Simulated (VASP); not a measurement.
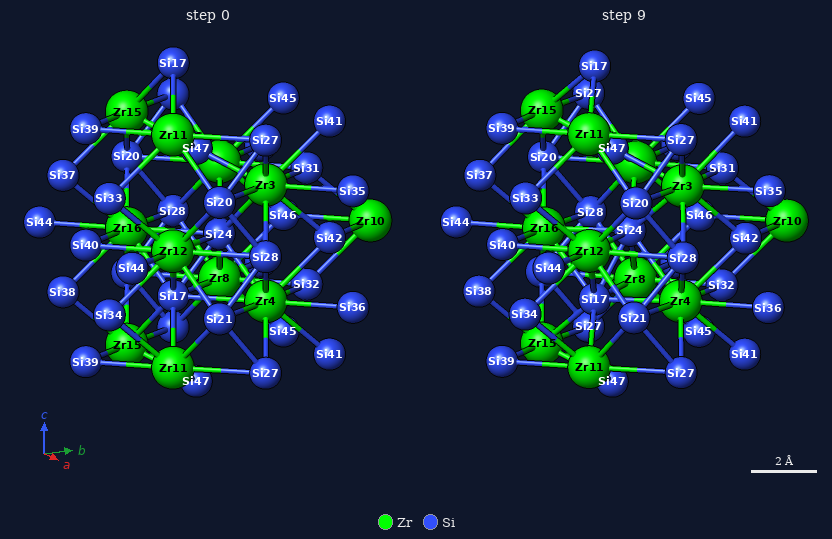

The structure of a defect cell of composition Zr16Si31 before (left) and after (right) a relaxation, at one scale.

The picture is a ball-and-stick view of the atoms within 5.8 Å of the atom that moves most (axes of the cell of the calculation (origin shifted)), seen slightly off an axis.

The run lets the atoms move in a fixed cell.

Method: Kohn-Sham DFT of a periodic cell, PBE, VASP PAW PBE potentials, recommended (VASP 6.6.1).

Input file:
```
SYSTEM = Zr16Si31
PREC = Accurate
ENCUT = 520
EDIFF = 1E-7
ISMEAR = 1
SIGMA = 0.1
LREAL = .FALSE.
LASPH = .TRUE.
NELM = 80
ALGO = Normal
ISIF = 2
LWAVE = .FALSE.
LCHARG = .FALSE.
GGA = PE
IBRION = 2
NSW = 60
EDIFFG = -0.02
```

Run as
```bash
cat potpaw_PBE.64/Zr_sv/POTCAR potpaw_PBE.64/Si/POTCAR > POTCAR
mpirun -np 8 vasp_std > vasp.out
```

Summarise the run.

The largest moves, 0.21 Å, are those of Si atoms. By element the largest moves are Si 0.21 Å, Zr 0.05 Å. The cell doesn't change. Among the contacts that change: Si–Zr 2.971 → 2.795 Å, Si–Zr 2.724 → 2.828 Å, Si–Zr 2.586 → 2.635 Å, Si–Zr 2.971 → 3.014 Å. The energy falls by 0.381 eV per cell of the calculation in 9 geometry steps. Largest force component: 0.71 eV/Å at the start, 0.0096 eV/Å at the end. It ran on 8 threads of Intel(R) Xeon(R) Platinum 8488C (Sapphire Rapids), on a shared host.

Limits of the set-up: the periodic images lie only 7.3 Å apart, so the values are limited by the cell's size.
